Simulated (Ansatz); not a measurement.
## What a change does: single-point calculation on Ge

System: Ge (2 atoms in the cell).
Method of the first run: DFT PBEsol, scalar-relativistic, plane waves, PAW, no spin polarisation (Ansatz 0.2.0).

The structure derives from an entry of the Crystallography Open Database. Text and figures count atoms from 1; the logs count them from 0 in places.

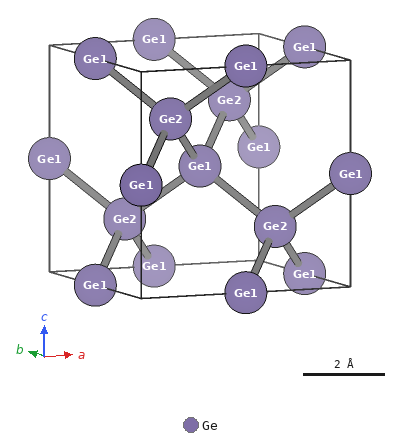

Figure 1. The structure (ball-and-stick view of the cell 4 times as large as that of the calculation, set on its symmetry axes, seen slightly off an axis; atoms are numbered from 1 in the order of the input). An atom can appear more than once, as a periodic image. Near neighbours in the periodic cell (some may lie outside the picture): Ge has 4 Ge at 2.45 Å.

### Input, the first run
```yaml
crystal:
  lattice:
    - [0.0, 2.82877, 2.82877]
    - [2.82877, 0.0, 2.82877]
    - [2.82877, 2.82877, 0.0]
  atoms:
    - { symbol: Ge, position: [0.5, 0.5, 0.5] }
    - { symbol: Ge, position: [0.75, 0.75, 0.75] }
basis:
  ecutwfc: 420
kpoints:
  mp_grid: { grid: [14, 14, 14] }
hamiltonian:
  xc: pbesol
scf:
  occupations: { method: gaussian, width: 0.15 }
output:
  forces: true
  stress: true
  eigenvalues: true
```

Launched with:
```bash
ansatz run input.yaml --threads 1 --pin off --max-ram 2560MiB --backend cpu --events-out ev --progress --plain --runs-dir out
```

Hardware: 1 thread of Intel Xeon @ 2.70GHz, 189 GiB of memory available, shared host.

### Output, shortened to warnings, some set-up lines, iterations and results (the first run)
```
Basis set: ecut = 420 eV, 893 PW (Γ), exchange–correlation on 54×54×54 points (8 copies of the dense FFT grid, shifted against one another)
Symmetry: 48 space group operations
k-points: 104 of 2744
Initial density: superposition of atomic densities (neutral atoms: chi_scale 0, normalization atom), corrected by the library's trained network
[...]
SCF iter   1: F=—  HF=-8506.994538 eV  |F-HF|=—  |Δ(HF+E_count)|=         —  Δρ=2.57e-3  dr2=3.53e-3  ethr=1.77e-3  ⟨swp⟩=5.2  Hψ=8566  notcnv=0
SCF iter   2: F=—  HF=-8506.993207 eV  |F-HF|=—  |Δ(HF+E_count)|=   1.33e-3  Δρ=1.82e-3  dr2=1.93e-3  ethr=1.26e-5  ⟨swp⟩=1.3  Hψ=2743  notcnv=0
SCF iter   3: F=—  HF=-8506.993293 eV  |F-HF|=—  |Δ(HF+E_count)|=   8.64e-5  Δρ=9.29e-4  dr2=2.06e-4  ethr=6.89e-6  ⟨swp⟩=2.0  Hψ=3329  notcnv=0
SCF iter   4: F=—  HF=-8506.993243 eV  |F-HF|=—  |Δ(HF+E_count)|=   5.07e-5  Δρ=4.20e-4  dr2=1.24e-4  ethr=7.35e-7  ⟨swp⟩=2.0  Hψ=3331  notcnv=0
SCF iter   5: F=—  HF=-8506.993182 eV  |F-HF|=—  |Δ(HF+E_count)|=   6.06e-5  Δρ=2.29e-4  dr2=1.45e-5  ethr=4.42e-7  ⟨swp⟩=2.0  Hψ=3330  notcnv=0
SCF iter   6: F=—  HF=-8506.993198 eV  |F-HF|=—  |Δ(HF+E_count)|=   1.59e-5  Δρ=3.82e-5  dr2=3.27e-7  ethr=5.17e-8  ⟨swp⟩=2.0  Hψ=3331  notcnv=0
SCF iter   7: F=—  HF=-8506.993198 eV  |F-HF|=—  |Δ(HF+E_count)|=   3.40e-7  Δρ=2.01e-5  dr2=7.10e-8  ethr=3.57e-10  ⟨swp⟩=5.0  Hψ=7411  notcnv=0
SCF iter   8: F=-8506.993198 eV  HF=-8506.993198 eV  |F-HF|=1.46e-8  |Δ(HF+E_count)|=   5.74e-8  Δρ=5.68e-6  dr2=5.95e-9  ethr=2.54e-10  ⟨swp⟩=3.9  Hψ=5372  notcnv=0
SCF 1 converged in 8 iterations: F = -8506.993198 eV  dr2 = 5.95e-9
SCF converged after 8 iterations
Free energy (F): -8506.993198 eV
Harris-Foulkes:  -8506.993198 eV  (|F-HF|=1.46e-8)
Internal energy: -8506.992580 eV  (E = F + TS)
E sigma→0 (E₀):  -8506.992889 eV
Entropy (-TS):   -0.000619 eV (-0.309 meV/atom)
Fermi energy:    8.482922 eV
--- Per-component energies (eV) ---
  E_band       = -302.428405
  E_kinetic    = 223.261000
  E_local      = -4943.983175  (includes V_loc(G=0)·N_el)
  E_nonlocal   = 840.382902
  E_hartree    = 2167.089962
  E_xc         = -150.031538
  E_vxc        = -129.588469  (∫ρ·V_xc dr)
  E_paw        = -3958.280606  (= ΣΔE_a)
  E_vpaw       = -626.687627  (= ΣTr[D̂ρ^β])
  E_aug_tail   = 0.000701  (compensation charges beyond the density's cutoff)
  E_ewald      = -2687.267698
  E_core_change = 1.835872  (= ΣΔE_core)
  E_smearing   = -0.000619  (= −TS)
  E_closure    = -0.000000  (closes the sum)
  Σ components = -8506.993198   (vs F -8506.993198, Δ=0.00e0)
--- Forces (eV/Å), atoms counted from 1 ---
  atom   1  Ge     0.00000000     0.00000000     0.00000000
  atom   2  Ge     0.00000000     0.00000000     0.00000000
  max |Σ_I F_I| component: 1.48e-16 eV/Å
--- Stress (GPa, compression-positive) ---
        0.674437       0.000000       0.000000
       -0.000000       0.674437       0.000000
       -0.000000       0.000000       0.674437
  P = ⅓ Tr σ = 0.6744 GPa (6.744 kbar)
```

For the second run the input was changed thus:
```diff
-  mp_grid: { grid: [14, 14, 14] }
+  mp_grid: { grid: [16, 16, 16] }
+  write_density: true
+  write_potential: true
+  elf: true
+  volumetric_format: npy
```

What does this change do to the results?

The free energy of the second run is 0.14 meV per atom lower, which measures how much it depends on this numerical setting. The number of SCF iterations is the same. The irreducible k-points go from 104 to 145. On the same kind of shared host the second run took about 2.1 times as long.

### Output, shortened to warnings, some set-up lines, iterations and results (the second run)
```
Basis set: ecut = 420 eV, 893 PW (Γ), exchange–correlation on 54×54×54 points (8 copies of the dense FFT grid, shifted against one another)
Symmetry: 48 space group operations
k-points: 145 of 4096
Initial density: superposition of atomic densities (neutral atoms: chi_scale 0, normalization atom), corrected by the library's trained network
[...]
SCF iter   1: F=—  HF=-8506.994814 eV  |F-HF|=—  |Δ(HF+E_count)|=         —  Δρ=2.58e-3  dr2=3.54e-3  ethr=1.77e-3  ⟨swp⟩=5.2  Hψ=11958  notcnv=0
SCF iter   2: F=—  HF=-8506.993494 eV  |F-HF|=—  |Δ(HF+E_count)|=   1.32e-3  Δρ=1.82e-3  dr2=1.93e-3  ethr=1.27e-5  ⟨swp⟩=1.3  Hψ=3822  notcnv=0
SCF iter   3: F=—  HF=-8506.993573 eV  |F-HF|=—  |Δ(HF+E_count)|=   7.95e-5  Δρ=9.21e-4  dr2=2.02e-4  ethr=6.91e-6  ⟨swp⟩=2.0  Hψ=4641  notcnv=0
SCF iter   4: F=—  HF=-8506.993545 eV  |F-HF|=—  |Δ(HF+E_count)|=   2.87e-5  Δρ=4.51e-4  dr2=1.30e-4  ethr=7.23e-7  ⟨swp⟩=2.0  Hψ=4643  notcnv=0
SCF iter   5: F=—  HF=-8506.993468 eV  |F-HF|=—  |Δ(HF+E_count)|=   7.63e-5  Δρ=2.27e-4  dr2=1.45e-5  ethr=4.64e-7  ⟨swp⟩=2.0  Hψ=4643  notcnv=0
SCF iter   6: F=—  HF=-8506.993483 eV  |F-HF|=—  |Δ(HF+E_count)|=   1.50e-5  Δρ=3.98e-5  dr2=3.44e-7  ethr=5.18e-8  ⟨swp⟩=2.0  Hψ=4644  notcnv=0
SCF iter   7: F=—  HF=-8506.993484 eV  |F-HF|=—  |Δ(HF+E_count)|=   3.19e-7  Δρ=2.00e-5  dr2=7.03e-8  ethr=3.57e-10  ⟨swp⟩=8.4  Hψ=17975  notcnv=0
SCF iter   8: F=-8506.993484 eV  HF=-8506.993484 eV  |F-HF|=1.40e-8  |Δ(HF+E_count)|=   5.71e-8  Δρ=5.56e-6  dr2=5.69e-9  ethr=2.51e-10  ⟨swp⟩=7.0  Hψ=15242  notcnv=0
SCF 1 converged in 8 iterations: F = -8506.993484 eV  dr2 = 5.69e-9
SCF converged after 8 iterations
Free energy (F): -8506.993484 eV
Harris-Foulkes:  -8506.993484 eV  (|F-HF|=1.40e-8)
Internal energy: -8506.992972 eV  (E = F + TS)
E sigma→0 (E₀):  -8506.993228 eV
Entropy (-TS):   -0.000512 eV (-0.256 meV/atom)
Fermi energy:    8.492004 eV
--- Per-component energies (eV) ---
  E_band       = -302.430713
  E_kinetic    = 223.260253
  E_local      = -4943.979294  (includes V_loc(G=0)·N_el)
  E_nonlocal   = 840.381009
  E_hartree    = 2167.086321
  E_xc         = -150.031756
  E_vxc        = -129.588673  (∫ρ·V_xc dr)
  E_paw        = -3958.278381  (= ΣΔE_a)
  E_vpaw       = -626.683551  (= ΣTr[D̂ρ^β])
  E_aug_tail   = 0.000701  (compensation charges beyond the density's cutoff)
  E_ewald      = -2687.267698
  E_core_change = 1.835872  (= ΣΔE_core)
  E_smearing   = -0.000512  (= −TS)
  E_closure    = -0.000000  (closes the sum)
  Σ components = -8506.993484   (vs F -8506.993484, Δ=0.00e0)
--- Forces (eV/Å), atoms counted from 1 ---
  atom   1  Ge     0.00000000    -0.00000000    -0.00000000
  atom   2  Ge     0.00000000     0.00000000     0.00000000
  max |Σ_I F_I| component: 7.40e-17 eV/Å
--- Stress (GPa, compression-positive) ---
        0.674547       0.000000       0.000000
        0.000000       0.674547       0.000000
        0.000000       0.000000       0.674547
  P = ⅓ Tr σ = 0.6745 GPa (6.745 kbar)
```

### The two runs side by side

```tsv
quantity	the first run	the second run
outcome	converged	converged
free energy per atom (eV)	−4253.4966	−4253.4967
gap on the mesh (eV)	0.00	0.00
pressure (GPa)	0.67	0.67
largest force (eV/Å)	0.000	0.000
SCF iterations	8	8
irreducible k-points	104	145
plane waves at Γ	893	893
wall time (shared host)	4.2 s	8.6 s
```
